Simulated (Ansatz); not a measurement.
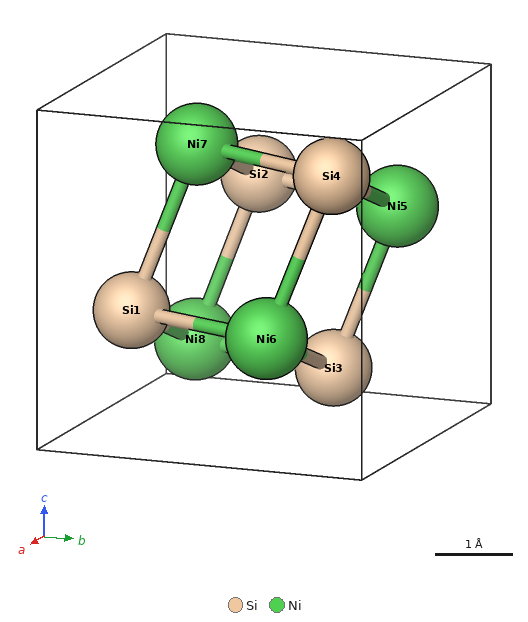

Fig. 1: The input geometry (ball-and-stick view of the cell of the calculation, seen slightly off an axis; atoms are numbered from 1 in the order of the input).

**Geometry relaxation, with input and output: NiSi (part 1 of 2)**

The run: geometry relaxation of NiSi (P2₁3, 8 atoms in the cell). Method and program: DFT r2SCAN, scalar-relativistic, plane waves, PAW, no spin polarisation (Ansatz 0.2.0).

The structure derives from a Materials Project entry. Figures and captions count atoms from 1; the log counts them from 0 in places.

The input:
```yaml
crystal:
  lattice:
    - [4.5525185685, 0.0, 0.0]
    - [0.0, 4.5525185685, 0.0]
    - [0.0, 0.0, 4.5525185685]
  atoms:
    - { symbol: Si, position: [0.6532583738, 0.1532583738, 0.3467416262] }
    - { symbol: Si, position: [0.1532583738, 0.3467416262, 0.6532583738] }
    - { symbol: Si, position: [0.3467416262, 0.6532583738, 0.1532583738] }
    - { symbol: Si, position: [0.8467416262, 0.8467416262, 0.8467416262] }
    - { symbol: Ni, position: [0.3520939394, 0.8520939394, 0.6479060606] }
    - { symbol: Ni, position: [0.8520939394, 0.6479060606, 0.3520939394] }
    - { symbol: Ni, position: [0.6479060606, 0.3520939394, 0.8520939394] }
    - { symbol: Ni, position: [0.1479060606, 0.1479060606, 0.1479060606] }
basis:
  ecutwfc: 500
kpoints:
  mp_grid: { grid: [8, 8, 8] }
hamiltonian:
  xc: r2scan
scf:
  occupations: { method: gaussian, width: 0.1 }
output:
  forces: true
  stress: true
  eigenvalues: true
  write_density: true
  write_potential: true
  elf: true
  volumetric_format: npy
relax:
  adjacent_minimum: "off"
  f_tol: 0.01
  max_steps: 30
```

Hardware: 4 threads of Intel Xeon @ 2.70GHz, 189 GiB of memory available, shared host.

Launched with:
```bash
ansatz run input.yaml --threads 4 --pin off --max-ram 10240MiB --backend cpu --events-out ev --progress --plain --runs-dir out
```

What the program printed:
```
Warning: output.stress: scf.convergence.dr2_threshold = 1e-7 eV (the SCF's general default) is looser than the 8e-10 eV advised for a printed stress (1e-10 eV for each atom of the cell: 8). What an SCF threshold leaves in a stress goes as its square root, and in the free energy as the threshold itself, and one threshold admits the most on a small cell: of the crystals measured, under no hybrid functional and no lock of the moments, on runs that ended without the residual-converged pass, on stresses that held no estimate of that error, the worst erred by over 100 MPa in a component at 1e-7 eV an atom and by under 5 at 1e-10. Every solve of this run answers to scf.convergence.dr2_threshold, and the tensor of one is reported: a single SCF on the reported geometry and on this run's grids (its basis.xc_grid and basis.ecutrho_ratio typed), with scf.convergence.dr2_threshold at 8e-10 eV or tighter, prints it and tightens no other solve. Else set scf.convergence.dr2_threshold to 8e-10 eV or tighter. The threshold is an SCF's pass mark: one that does not reach it within its budget of iterations ends unconverged, or closes short of it on a stop that the run arms, and scf.convergence.dr2_threshold's page says what that costs each kind of run
Engine: ansatz 0.2.0, x86_64-unknown-linux-gnu
Pseudopotentials: kind: paw
Pseudopotential: Si, paw, valence charge 4, recommended cutoff 500 eV (meta_gga), Si.paw.azcp
Pseudopotential: Ni, paw, valence charge 18, recommended cutoff 500 eV (meta_gga), Ni.paw.azcp
Functional definition: r2SCAN
  parameter k0 = 0.174
  parameter k1 = 0.065
  parameter a1 = 4.9479
  exchange = r2scan_x(k0 = k0, k1 = k1, a1 = a1)
  correlation = r2scan_c
Crystal: 8 atoms, lattice volume = 94.353 Å³
Basis set: ecut = 500 eV, 2373 PW (Γ), exchange–correlation on 144×144×144 points (64 copies of the dense FFT grid, shifted against one another)
Bands: 53, of which v1, the nominal top of the filled ones, is band 44 counted from 1 (43 counted from 0)
Symmetry: 12 space group operations
Space group: P213 (ITA 198), of the structure as read, at distance tolerance 4.6e-5 Å
k-points: 45 of 512 (time reversal used)
Non-local potential: Si, projectors of the file, l = 0: 2, l = 1: 2, l = 2: 2
Non-local potential: Ni, projectors of the file, l = 0: 3, l = 1: 2, l = 2: 3, l = 3: 1
PAW form: soft (Blöchl's): semilocal exchange-correlation on the pseudo side does not see the compensation charge
PAW frozen core: Si, regenerated for the run's functional (the file was generated under x = pbe(κ = 0.804, μ = 0.2195149727645171), c = pbe(β = 0.06672455060314922))
PAW frozen core: Ni, regenerated for the run's functional (the file was generated under x = pbe(κ = 0.804, μ = 0.2195149727645171), c = pbe(β = 0.06672455060314922))
PAW one-centre angular grid: Si, 302 points (default); XC on 160 Gauss nodes
PAW one-centre angular grid: Ni, 590 points (default); XC on 160 Gauss nodes
Initial density: superposition of atomic densities (neutral atoms: chi_scale 0, normalization atom), corrected by the library's trained network
Initial wavefunctions: pseudopotential atomic-orbital guess
Functional: x = r2scan, c = r2scan; τ floored in thin density (d = 2e-4 eV/Å³)
SCF iter   1: F=—  HF=-25939.978667 eV  |F-HF|=—  |Δ(HF+E_count)|=         —  Δρ=2.96e-2  dr2=6.85e-1  dr2_τ=2.14e-1  ethr=1.77e-3  ⟨swp⟩=7.2  Hψ=9400  notcnv=0  defer=3
preconditioner: auto → Kerker (q_TF=auto, 2.697 Å⁻¹)  [metal: Δε(μ)=0.083 eV  Ē_g=7.335 eV  σ=0.100 eV  W_gap=0.41  n_scr=26 (ndim 8)  ℏωp=28.6 eV  f_vac=0.000  D(μ)=1.80/eV (n_scr^D=6)]
SCF iter   2: F=—  HF=-25940.248553 eV  |F-HF|=—  |Δ(HF+E_count)|=   2.70e-1  Δρ=2.22e-2  dr2=2.42e-1  dr2_τ=3.59e-3  ethr=7.78e-4  ⟨swp⟩=2.8  Hψ=4253  notcnv=0  defer=118
preconditioner: auto → Resta (q_TF=auto, 2.697 Å⁻¹)  ε∞=16.8  [insulator: Δε(μ)=0.101 eV  Ē_g=7.203 eV  σ=0.100 eV  W_gap=0.53  n_scr=26 (ndim 8)  ℏωp=28.6 eV  f_vac=0.000  D(μ)=2.25/eV (n_scr^D=18)  ε∞_Penn≈16.8]
SCF iter   3: F=—  HF=-25940.200476 eV  |F-HF|=—  |Δ(HF+E_count)|=   4.81e-2  Δρ=7.96e-3  dr2=5.46e-2  dr2_τ=1.25e-4  ethr=2.74e-4  ⟨swp⟩=2.0  Hψ=3512  notcnv=0  defer=118
SCF iter   4: F=—  HF=-25940.192993 eV  |F-HF|=—  |Δ(HF+E_count)|=   7.48e-3  Δρ=2.23e-3  dr2=2.77e-3  dr2_τ=3.58e-5  ethr=6.20e-5  ⟨swp⟩=1.5  Hψ=2931  notcnv=0  defer=118
SCF iter   5: F=—  HF=-25940.193011 eV  |F-HF|=—  |Δ(HF+E_count)|=   1.77e-5  Δρ=1.09e-3  dr2=7.45e-4  dr2_τ=1.37e-5  ethr=3.14e-6  ⟨swp⟩=2.0  Hψ=4163  notcnv=0  defer=118
SCF iter   6: F=—  HF=-25940.192953 eV  |F-HF|=—  |Δ(HF+E_count)|=   5.86e-5  Δρ=6.21e-4  dr2=1.91e-4  dr2_τ=1.32e-6  ethr=8.47e-7  ⟨swp⟩=2.0  Hψ=3246  notcnv=0  defer=118
SCF iter   7: F=—  HF=-25940.192968 eV  |F-HF|=—  |Δ(HF+E_count)|=   1.52e-5  Δρ=2.54e-4  dr2=3.09e-5  dr2_τ=3.67e-7  ethr=2.17e-7  ⟨swp⟩=1.0  Hψ=2269  notcnv=0  defer=118
SCF iter   8: F=—  HF=-25940.192970 eV  |F-HF|=—  |Δ(HF+E_count)|=   2.22e-6  Δρ=7.01e-5  dr2=3.22e-6  dr2_τ=3.31e-8  ethr=3.52e-8  ⟨swp⟩=2.1  Hψ=3913  notcnv=0  defer=118
SCF iter   9: F=-25940.192970 eV  HF=-25940.192970 eV  |F-HF|=1.82e-7  |Δ(HF+E_count)|=   2.50e-7  Δρ=2.90e-5  dr2=4.62e-7  dr2_τ=2.95e-9  ethr=2.84e-9  ⟨swp⟩=14.4  Hψ=21554  notcnv=0
SCF 1 converged in 9 iterations: F = -25940.192970 eV  dr2 = 4.62e-7
  greatest PAW one-centre occupation: 1.001 electrons in one spin orbital (limit 2), on the Ni atom at site 6 (counted from 0), in its partial waves of l = 1
relax step   1: F+E_penalty+E_count = -25940.19297000 eV  Δ(F+E_penalty+E_count) = +0.000e0 eV  max|allowed force component| = 1.434e-2 eV/Å  Δτ_max = 0.0000 Å  (9 SCF iters, dr2 threshold 2.50e-6 eV, accepted)
Initial density: handed on by an earlier stage of this run
Initial wavefunctions: those handed on with the density
iter 1 solved again at ethr=3.77e-8 eV; its pass at ethr=3.10e-3 eV (dr2=3.32e-5 eV) is discarded
SCF iter   1: F=—  HF=-25940.193011 eV  |F-HF|=—  |Δ(HF+E_count)|=         —  Δρ=1.76e-4  dr2=3.12e-5  dr2_τ=1.51e-4  ethr=3.77e-8  ⟨swp⟩=2.2  Hψ=6966  notcnv=0
preconditioner: auto → Kerker (q_TF=auto, 2.697 Å⁻¹)  [metal: Δε(μ)=0.092 eV  Ē_g=7.226 eV  σ=0.100 eV  W_gap=0.48  n_scr=26 (ndim 8)  ℏωp=28.6 eV  f_vac=0.001  D(μ)=2.12/eV (n_scr^D=18)]
SCF iter   2: F=—  HF=-25940.193105 eV  |F-HF|=—  |Δ(HF+E_count)|=   9.38e-5  Δρ=1.06e-4  dr2=6.52e-6  dr2_τ=1.93e-7  ethr=3.55e-8  ⟨swp⟩=2.0  Hψ=4251  notcnv=0
SCF iter   3: F=—  HF=-25940.193105 eV  |F-HF|=—  |Δ(HF+E_count)|=   1.51e-7  Δρ=1.23e-4  dr2=9.73e-6  dr2_τ=5.03e-8  ethr=7.41e-9  ⟨swp⟩=2.2  Hψ=3955  notcnv=0
SCF iter   4: F=—  HF=-25940.193104 eV  |F-HF|=—  |Δ(HF+E_count)|=   1.37e-6  Δρ=2.36e-5  dr2=5.00e-7  dr2_τ=2.54e-8  ethr=7.41e-9  ⟨swp⟩=2.0  Hψ=3168  notcnv=0
SCF iter   5: F=—  HF=-25940.193104 eV  |F-HF|=—  |Δ(HF+E_count)|=   3.55e-8  Δρ=1.60e-5  dr2=1.11e-7  dr2_τ=6.18e-10  ethr=5.68e-10  ⟨swp⟩=2.9  Hψ=4531  notcnv=0
SCF iter   6: F=-25940.193104 eV  HF=-25940.193104 eV  |F-HF|=9.39e-10  |Δ(HF+E_count)|=   4.92e-9  Δρ=2.53e-6  dr2=2.54e-9  dr2_τ=1.39e-10  ethr=1.14e-10  ⟨swp⟩=11.6  Hψ=16251  notcnv=0
SCF 2 converged in 6 iterations: F = -25940.193104 eV  dr2 = 2.54e-9
relax step   2: F+E_penalty+E_count = -25940.19310394 eV  Δ(F+E_penalty+E_count) = -1.339e-4 eV  max|allowed force component| = 1.299e-2 eV/Å  Δτ_max = 0.0009 Å  (6 SCF iters, accepted)
SCF iter   1: F=—  HF=-25940.186255 eV  |F-HF|=—  |Δ(HF+E_count)|=         —  Δρ=1.47e-3  dr2=2.30e-3  dr2_τ=1.18e-2  ethr=1.84e-5  ⟨swp⟩=2.0  Hψ=5374  notcnv=0  defer=118
preconditioner: auto → Kerker (q_TF=auto, 2.697 Å⁻¹)  [metal: Δε(μ)=0.089 eV  Ē_g=7.228 eV  σ=0.100 eV  W_gap=0.46  n_scr=26 (ndim 8)  ℏωp=28.6 eV  f_vac=0.001  D(μ)=2.13/eV (n_scr^D=18)]
SCF iter   2: F=—  HF=-25940.193586 eV  |F-HF|=—  |Δ(HF+E_count)|=   7.33e-3  Δρ=8.95e-4  dr2=4.57e-4  dr2_τ=1.50e-5  ethr=2.61e-6  ⟨swp⟩=2.0  Hψ=4736  notcnv=0  defer=115
SCF iter   3: F=—  HF=-25940.193576 eV  |F-HF|=—  |Δ(HF+E_count)|=   1.05e-5  Δρ=9.58e-4  dr2=6.02e-4  dr2_τ=3.64e-6  ethr=5.19e-7  ⟨swp⟩=2.2  Hψ=4047  notcnv=0  defer=115
SCF iter   4: F=—  HF=-25940.193494 eV  |F-HF|=—  |Δ(HF+E_count)|=   8.17e-5  Δρ=2.12e-4  dr2=3.95e-5  dr2_τ=1.85e-6  ethr=5.19e-7  ⟨swp⟩=2.0  Hψ=3154  notcnv=0  defer=115
SCF iter   5: F=—  HF=-25940.193497 eV  |F-HF|=—  |Δ(HF+E_count)|=   3.11e-6  Δρ=1.37e-4  dr2=8.52e-6  dr2_τ=5.10e-8  ethr=4.49e-8  ⟨swp⟩=3.0  Hψ=4639  notcnv=0  defer=115
SCF iter   6: F=—  HF=-25940.193497 eV  |F-HF|=—  |Δ(HF+E_count)|=   8.08e-7  Δρ=2.46e-5  dr2=2.58e-7  dr2_τ=1.25e-8  ethr=9.68e-9  ⟨swp⟩=2.0  Hψ=4072  notcnv=0  defer=115
SCF iter   7: F=-25940.193497 eV  HF=-25940.193497 eV  |F-HF|=9.68e-10  |Δ(HF+E_count)|=   1.12e-7  Δρ=1.08e-5  dr2=4.21e-8  dr2_τ=3.55e-10  ethr=1.14e-10  ⟨swp⟩=13.8  Hψ=17943  notcnv=0
SCF 3 converged in 7 iterations: F = -25940.193497 eV  dr2 = 4.21e-8
  greatest PAW one-centre occupation: 1.001 electrons in one spin orbital (limit 2), on the Ni atom at site 5 (counted from 0), in its partial waves of l = 1
relax step   3: F+E_penalty+E_count = -25940.19349664 eV  Δ(F+E_penalty+E_count) = -3.927e-4 eV  max|allowed force component| = 1.417e-3 eV/Å  Δτ_max = 0.0076 Å  (7 SCF iters, accepted)
iter 1 solved again at ethr=4.79e-11 eV; its pass at ethr=3.10e-3 eV (dr2=4.21e-8 eV) is discarded
SCF iter   1: F=—  HF=-25940.193497 eV  |F-HF|=—  |Δ(HF+E_count)|=         —  Δρ=1.08e-5  dr2=4.21e-8  dr2_τ=3.55e-10  ethr=4.79e-11  ⟨swp⟩=1.0  Hψ=6804  notcnv=0
preconditioner: auto → Kerker (q_TF=auto, 2.697 Å⁻¹)  [metal: Δε(μ)=0.090 eV  Ē_g=7.228 eV  σ=0.100 eV  W_gap=0.47  n_scr=26 (ndim 8)  ℏωp=28.6 eV  f_vac=0.001  D(μ)=2.13/eV (n_scr^D=18)]
SCF iter   2: F=-25940.193497 eV  HF=-25940.193497 eV  |F-HF|=3.45e-9  |Δ(HF+E_count)|=   4.80e-9  Δρ=6.84e-6  dr2=2.21e-8  dr2_τ=3.84e-10  ethr=4.78e-11  ⟨swp⟩=7.5  Hψ=14617  notcnv=0
SCF 4 converged in 2 iterations: F = -25940.193497 eV  dr2 = 2.21e-8
```

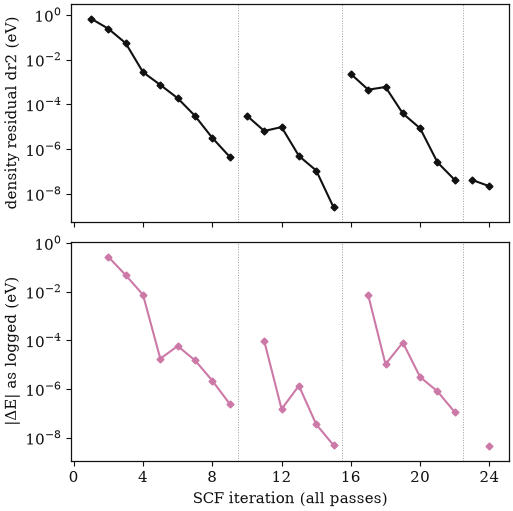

Fig. 2: Convergence of the self-consistent field: density residual dr2 and size of the energy change against the SCF iteration. Dotted lines part the SCF passes that the log prints in full.

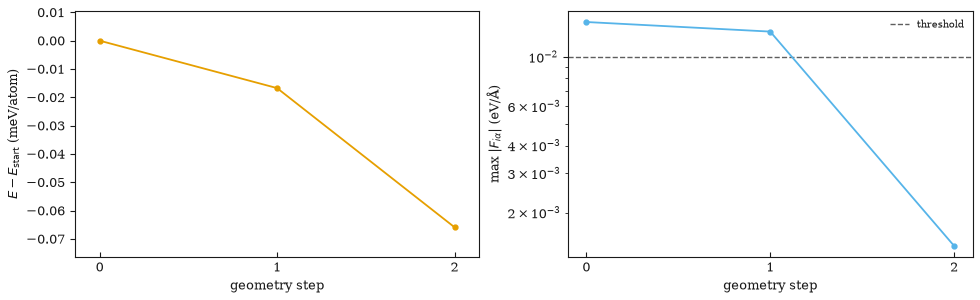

Fig. 3: Progress of the relaxation, step by step (the first geometry is step 0 here and step 1 in the log). After 2 geometry steps the energy has fallen by 0.1 meV per atom. The largest force component goes from 0.014 to 0.0014 eV/Å. The largest moves, 0.008 Å, are those of Ni5, Ni6, Ni7 and Ni8. Largest moves by element: Ni 0.008 Å, Si 0.003 Å. The lattice vectors keep their values. Among the contacts that change: Si1–Ni6 2.472 → 2.480 Å, Si1–Ni5 2.375 → 2.369 Å. The space group stays P2_13 (No. 198). (Atoms are counted from 1 in the order of the input.)
